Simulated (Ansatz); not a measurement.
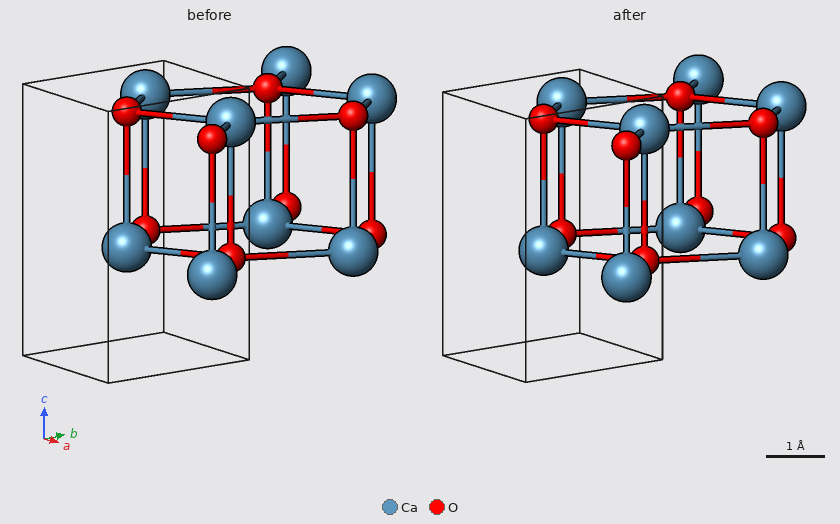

Left: crystalline CaO (built on the wurtzite type) at its r2SCAN-relaxed geometry. Right: the same structure after one change, at the same scale. A ball-and-stick model of the cell of the calculation, repeated 2 × 2 × 1 with one cell outlined, seen slightly off an axis.

The calculation used DFT, r2SCAN, plane waves, PAW in Ansatz 0.2.0. (plane-wave cutoff 500 eV; k-point mesh 12 × 12 × 6; occupations fixed; no spin polarisation)

Which change leads from the left to the right?

All lengths are scaled by −3.0 % (volume −8.7 %). The atoms were relaxed with r2SCAN under that strain, and this is a single point on that geometry.

And its effect?

Energy change: +43.0 meV per atom. Pressure: 0.0 GPa before, 10.4 GPa after. The principal stresses (compression positive) are 11.3 GPa along c and 10.0 GPa across it. All forces vanish by symmetry. The band gap: 3.63 eV before, 3.96 eV after. Some distances before and after: Ca–O 2.385 → 2.314 Å, Ca–O 2.298 → 2.229 Å. The space group stays P6_3/mmc (No. 194).
